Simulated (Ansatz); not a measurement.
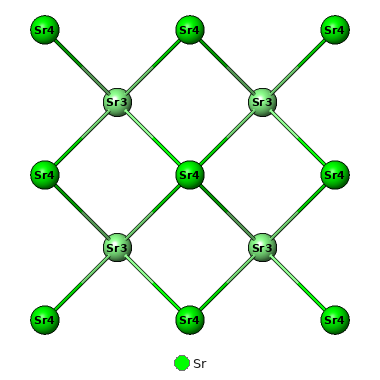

The system is Ga on a Sr(100) slab cut from the Im-3m phase (4 atoms of substrate and one adsorbate in a 1 × 1 cell); the picture shows it without the atoms that are moved over the map. One Ga atom a 1 × 1 cell is placed over a mesh of places on the rigid (1 0 0) surface, and only its height is relaxed. Places are given modulo a cell vector. The map is drawn in real space over the plane of the surface. The scan uses a 4 × 4 grid. Energies are in eV, from the lowest grid point. The relaxed height changes by up to 1.0 Å between neighbouring points. With one adsorbate in each 1 × 1 cell, its nearest image is 4.7 Å away, so neighbouring adsorbates interact. Computed with DFT PBEsol, scalar-relativistic, plane waves, PAW in Ansatz 0.2.0.

Range: place along a₁ from 0.00 to 0.75; place along a₂ from 0.00 to 0.75.

Predict the map.

The lowest grid point is at a fourfold hollow over a second-layer Sr atom, (2/4, 2/4) of the cell vectors. The highest grid point, the top site over a surface Sr atom, (0/4, 0/4) of the cell vectors, lies 1.74 eV above the lowest. At the lowest point the adsorbate has 1 Sr at 3.02 Å as nearest neighbours, at the highest 1 Sr at 3.20 Å. Its relaxed height above the top atom is 0.58 Å at the lowest and 3.20 Å at the highest point.

```csv
"place along a₂ ↓, place along a₁ →",0/4,1/4,2/4,3/4
3/4,1.58,1.41,0.88,1.41
2/4,1.18,0.88,0.00,0.88
1/4,1.58,1.41,0.88,1.41
0/4,1.74,1.58,1.18,1.58
```

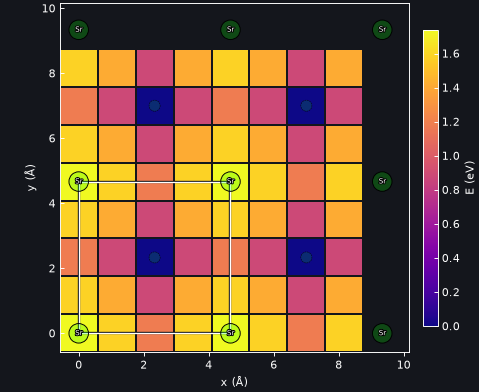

In the figure: one coloured cell a grid point, labelled circles for the atoms of the top layer and small ones for the second layer, the outline of one cell of the 2 × 2 shown.
